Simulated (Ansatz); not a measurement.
Pt

```
CELL_PARAMETERS angstrom
2.77430 0.00000 0.00000
-1.38715 2.40261 0.00000
0.00000 0.00000 14.14181
ATOMIC_POSITIONS crystal
Pt 0.00000 0.00000 0.00000
Pt 0.33333 0.66667 0.16592
Pt 0.66667 0.33333 0.33193
Pt 0.33333 0.66667 0.50000
Pt 0.66667 0.33333 0.66807
Pt 0.33333 0.66667 0.83408
```

Space group P-6m2; a generated structure, not necessarily the stable one.

Level of theory: DFT PBE, scalar-relativistic, plane waves, PAW in Ansatz.

Q: What will maps of the valence pseudo-density and electron localisation function show?

A: Pt–Pt (2.77 Å): the density is about 0.38 e/Å³ at the midpoint; the ELF is about 0.30 at the midpoint: no shared electron pair shows on this line.

Q: Does the calculation give a band gap?

A: It is gapless in this calculation (a metal or semimetal).

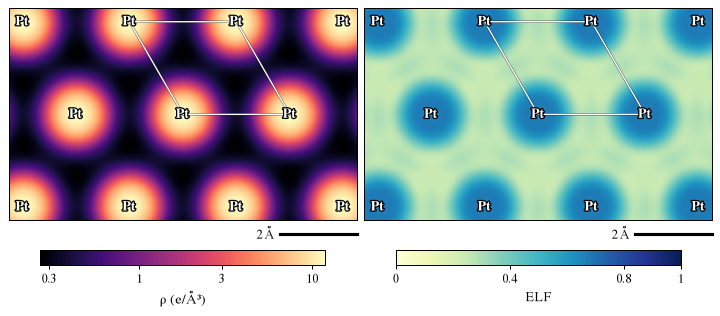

Computed valence pseudo-density and electron localisation function on the (001) plane of the conventional cell, in this order. 

Core electrons are frozen (PAW), and the valence fields are smoothed inside the atomic spheres.
